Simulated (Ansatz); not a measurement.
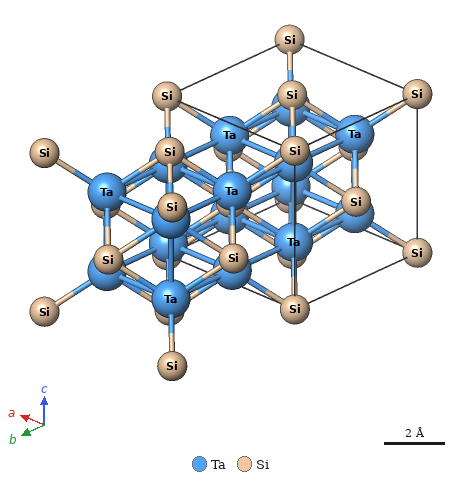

This is a crystal of Ta$_{2}$Si (built on the antifluorite type). Style: ball-and-stick. Shown: the conventional cell (4 times the calculation's cell), repeated 1 × 2 × 1 with one cell outlined, from a free direction. Lengths and directions refer to the drawn axes.

The calculation used Ansatz 0.2.0, DFT PBEsol, scalar-relativistic, plane waves, PAW. (plane-wave cutoff 420 eV; k-point mesh 10 × 10 × 10; occupations gaussian; smearing width 0.05 eV; no spin polarisation)

The variant: The cell is strained by +0.5 % along [1 1 0], −0.5 % along [1 −1 0], none along the third axis (volume 0.0 %), the atoms keeping their fractional coordinates. No relaxation follows.

The input:
```yaml
crystal:
  lattice:
    - [0.0149727194, 2.994543887, 2.994543887]
    - [2.994543887, 0.0149727194, 2.994543887]
    - [3.0095166064, 3.0095166064, 0.0]
  atoms:
    - { symbol: Ta, position: [0.25, 0.25, 0.25] }
    - { symbol: Ta, position: [0.75, 0.75, 0.75] }
    - { symbol: Si, position: [0.0, 0.0, 0.0] }
basis:
  ecutwfc: 420
  ecutrho_ratio: 4
kpoints:
  mp_grid: { grid: [10, 10, 10] }
hamiltonian:
  xc: pbesol
scf:
  occupations: { method: gaussian, width: 0.05 }
output:
  forces: true
  stress: true
  eigenvalues: true
```

What is the effect?

The energy changes by less than 1 meV per atom. The pressure goes from 0.1 to 0.1 GPa. The principal stresses (compression positive) are 0.7 GPa along [1 −1 0], 0.1 GPa along c, −0.5 GPa along [1 1 0]. The largest forces, 0.068 eV/Å, act on Ta1 and Ta2; on Ta1 it points along −c. Some distances before and after: Si–Ta 2.593 → 2.585 to 2.602 Å. The space group (tolerance 0.01 Å) goes from Fm-3m (No. 225) to Immm (No. 71).
